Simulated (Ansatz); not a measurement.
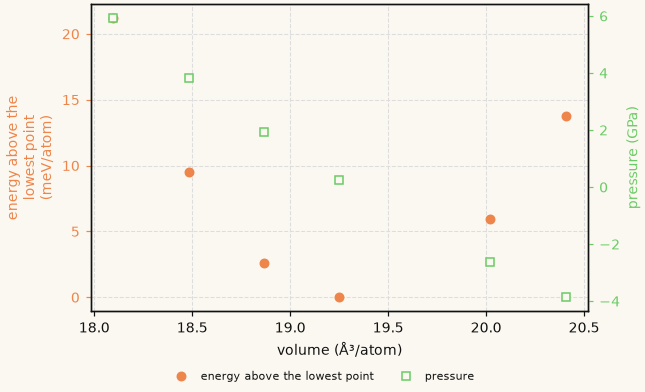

The plot gives the computed energy above the lowest point and pressure against volume for As, space group Fm-3m (No. 225) (one of a set of cubic test structures, which need not be the stable phase).

How it was computed, with Ansatz 0.2.0 development build: equation of state of a cubic crystal from periodic Kohn-Sham density functional theory without spin, third-order Birch-Murnaghan fit to the free energies; pressure corrected for the finite basis. Level: PBE.

structure type fcc; atoms in cell 1; space group number 225; lattice centring face-centred primitive; k mesh 44×44×44; occupation method Fermi–Dirac; occupation width 0.06123 eV; wave cutoff 420 eV; datasets soft-1 PAW; density tolerance 1e−07 eV; bands 12; density cutoff ratio 4; search for lower states default.

The point at volume 19.64 Å³/atom is left out of the plot. What does the calculation give there?

```tsv
volume (Å³/atom)	energy above the lowest point (meV/atom)	pressure (GPa)
19.64	1.2	-1.258
```

Note: cubic model structure, not the ambient form.
